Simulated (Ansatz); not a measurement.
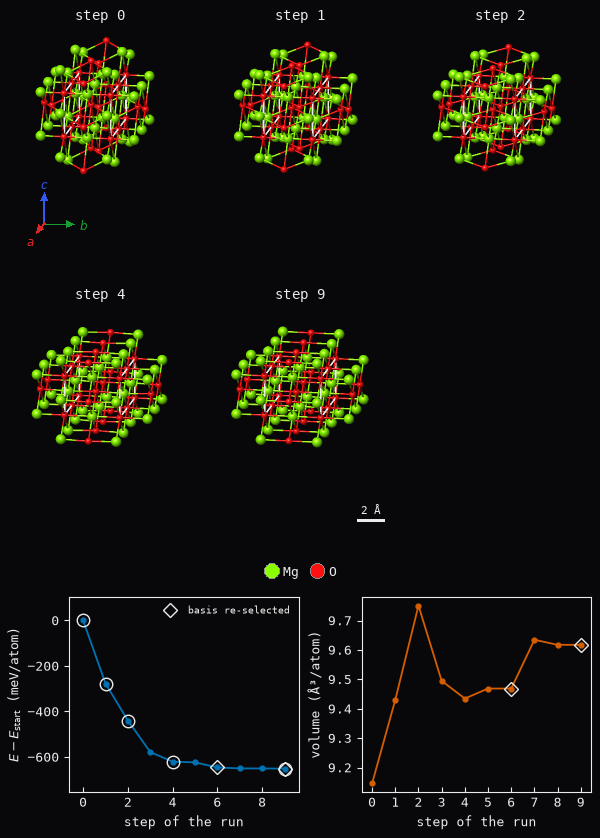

Frames of a relaxation of a crystal of MgO (a generated structure, set up in Pmma) (coarse preliminary run), marked on the history of the run. The picture is a ball-and-stick view of the cell of the calculation, seen slightly off an axis.

Level of theory: Ansatz, DFT PBE, scalar-relativistic, plane waves, PAW. Set-up: plane-wave cutoff 420 eV; k-point mesh 4 × 6 × 6; occupations gaussian; smearing width 0.1 eV; no spin polarisation; cell and atoms relaxed; force threshold 0.04 eV/Å; at most 70 steps.

### Describe the path.

The energy falls by 651 meV per atom in 7 accepted moves (9 points after the start). Largest force component: 3 eV/Å at the start, 0.00021 eV/Å at the end. Pressure: 37.30 GPa at the start and 0.07 GPa at the end. The SCF was repeated twice at an unchanged geometry on a basis and grid sized afresh for the cell, which shifted the energy by 22.4 meV per atom at most. The largest moves relative to the cell, 0.44 Å, are those of Mg and O atoms. Largest moves by element: O 0.44 Å, Mg 0.44 Å. The volume changes by +5.2 %, with a 6.200 → 6.018 Å (−2.9 %), b 3.530 → 4.248 Å (+20.3 %), c 3.343 → 3.010 Å (−10.0 %). Among the contacts that change: Mg–O 2.654 → 2.128 Å, Mg–Mg 2.632 → 3.007 Å, Mg–O 1.765 → 2.124 Å, Mg–O 1.953 → 2.128 Å. Bond angles that change, for instance: O–Mg–O 122.6° → 180.0°, Mg–O–Mg 122.6° → 180.0°, O–Mg–O 107.0° → 90.0°. The space group (tolerance 0.01 Å) goes from Pmma (No. 51) to I4/mmm (No. 139). Cost: 80 s on 1 thread of Arm Neoverse V1, on a shared host, peak memory 0.39 GiB. From step 0 to 1: O atoms move most (0.07 Å), volume +3.1 %, energy −277 meV per atom. From step 1 to 2: O atoms move most (0.10 Å), volume +3.4 %, energy −162 meV per atom. From step 2 to 4: Mg atoms move most (0.30 Å), volume −3.2 %, energy −181 meV per atom. From step 4 to 9: Mg and O atoms move most (0.04 Å), volume +1.9 %, energy −30.6 meV per atom.

```
step  E − E(0), meV/atom  largest force component, eV/Å  pressure, GPa  volume, Å³/atom                      note
   0                0.00                         2.9933          37.30            9.146                          
   1             -277.40                         2.1008          20.36            9.430                          
   2             -439.76                         1.5498           6.93            9.751                          
   3             -578.43                         0.8582           4.10            9.495                          
   4             -620.52                         0.2910           0.44            9.435                          
   5             -623.74                         0.0144           0.25            9.469                          
   6             -646.19                         0.0142           2.78            9.469  same geometry, new basis
   7             -650.23                         0.0005          -0.24            9.635                          
   8             -650.42                         0.0002           0.01            9.617                          
   9             -651.14                         0.0002           0.07            9.617  same geometry, new basis
```
